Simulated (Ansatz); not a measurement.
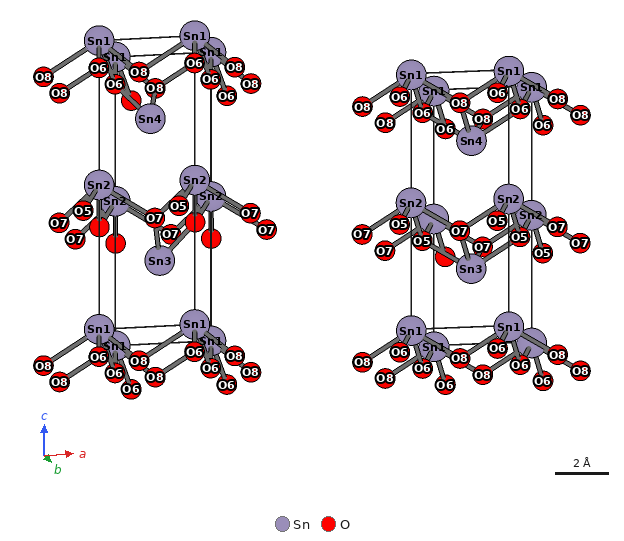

Two geometries of crystalline SnO (set up in Cmc2_1) (coarse preliminary run), drawn at one scale. One is the start of a relaxation, the other its converged end. Style: ball-and-stick. Shown: the cell of the calculation, from a free direction.

Computed with Ansatz 0.2.0, DFT r2SCAN, scalar-relativistic, plane waves, PAW. Set-up: plane-wave cutoff 500 eV; k-point mesh 6 × 6 × 2; occupations gaussian; smearing width 0.1 eV; no spin polarisation; cell and atoms relaxed; force threshold 0.05 eV/Å; at most 80 steps.

**Which one is relaxed?**

The right one is the relaxed one. The largest moves relative to the cell, 0.38 Å, are those of O5, O6, O7 and O8. O6 goes along [−1 −1 0]. Largest moves by element: O 0.38 Å, Sn 0.34 Å. The volume changes by −10.2 %, with a = b 3.799 → 3.807 Å (+0.2 %), c 11.120 → 9.848 Å (−11.4 %), γ 97.7° → 90.0°. Among the contacts that change: O5–O7 1.800 → 2.691 Å, Sn3–O5 2.765 → 2.223 Å, Sn1–O6 2.527 → 2.223 Å, Sn3–O5 (another image) 1.992 → 2.223 Å. New bonds form: Sn3–O5 (2.77 → 2.22 Å), Sn3–O7 (2.77 → 2.22 Å), Sn4–O6 (2.77 → 2.22 Å), Sn4–O8 (2.77 → 2.22 Å). Bond angles that change, for instance: Sn1–O6–Sn4 127.7° → 105.5°, O5–Sn2–O5 108.3° → 117.8°, Sn1–O6–Sn1 108.3° → 117.8°. Within 0.06 Å the space group is Cmc2_1 at the start and P4/nmm at the end; at a tighter tolerance small leftover displacements or strains of the cell lower it. Over 5 accepted moves (6 points after the start) the energy falls by 8.265 eV per cell of the calculation. The largest force component goes from 9.4 to 0.015 eV/Å. The pressure goes from 7.11 to 0.04 GPa. The SCF was repeated once at an unchanged geometry on a basis and grid sized afresh for the cell, which shifted the energy by 4.2 meV per cell of the calculation at most.

Limits of the set-up: layers or molecules are held without a dispersion correction, so their spacing is unreliable.
